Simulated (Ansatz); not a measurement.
Start from this file.

```cif
data_structure
_symmetry_space_group_name_H-M 'R 3 m :H'
_symmetry_Int_Tables_number 160
_cell_length_a 3.4039
_cell_length_b 3.4039
_cell_length_c 23.8473
_cell_angle_alpha 90.000
_cell_angle_beta 90.000
_cell_angle_gamma 120.000
_cell_volume 239.29
loop_
_atom_site_label
_atom_site_type_symbol
_atom_site_symmetry_multiplicity
_atom_site_Wyckoff_symbol
_atom_site_fract_x
_atom_site_fract_y
_atom_site_fract_z
_atom_site_occupancy
W1 W 3 a 0.00000 0.00000 0.00022 1
Se1 Se 3 a 0.33333 0.66667 0.26353 1
Se2 Se 3 a 0.66667 0.33333 0.07024 1
```

Q: What crystal do these data define?

A: The formula is WSe$_{2}$. The space group is R3m (No. 160); the lattice is rhombohedral (trigonal R). Cell content 3 W, 6 Se; Z = 3. Each W has six Se in a trigonal prismatic arrangement at 2.58 Å. Each Se has three W in a trigonal pyramidal arrangement at 2.58 Å. Not all metal-metal contacts are counted. The bonds build WSe2 layers parallel to (001).

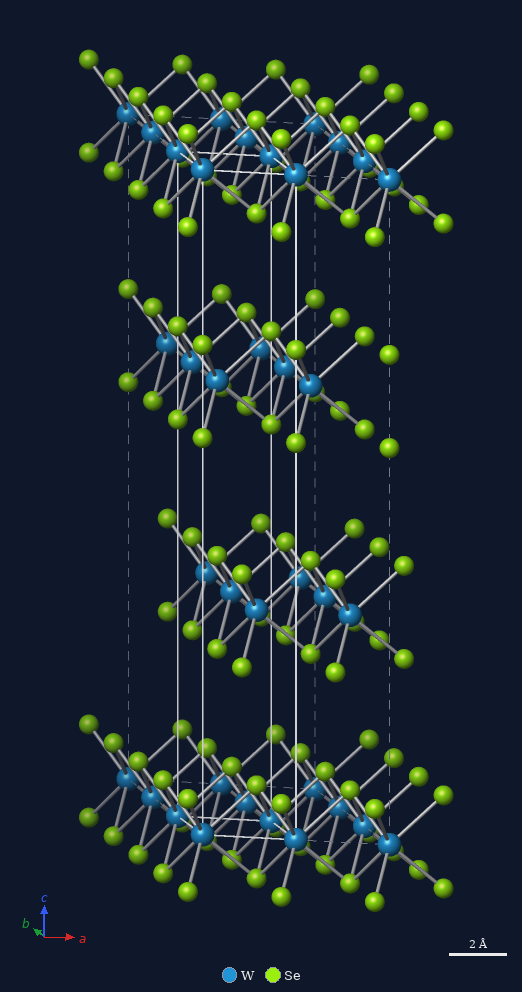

Shown here is a ball-and-stick view of the crystal, taken slightly off an axis. Solid lines give the conventional unit cell, repeated here 2×3×1 times. Some neighbours outside the box are added. Colours: tungsten blue, selenium green.

The structure was taken from a structure listed in the Materials Project, with elements exchanged, so it need not be a known form of the compound. Earlier steps of the study may have refined or changed the cell and positions. It was set up as input for a calculation with Ansatz.
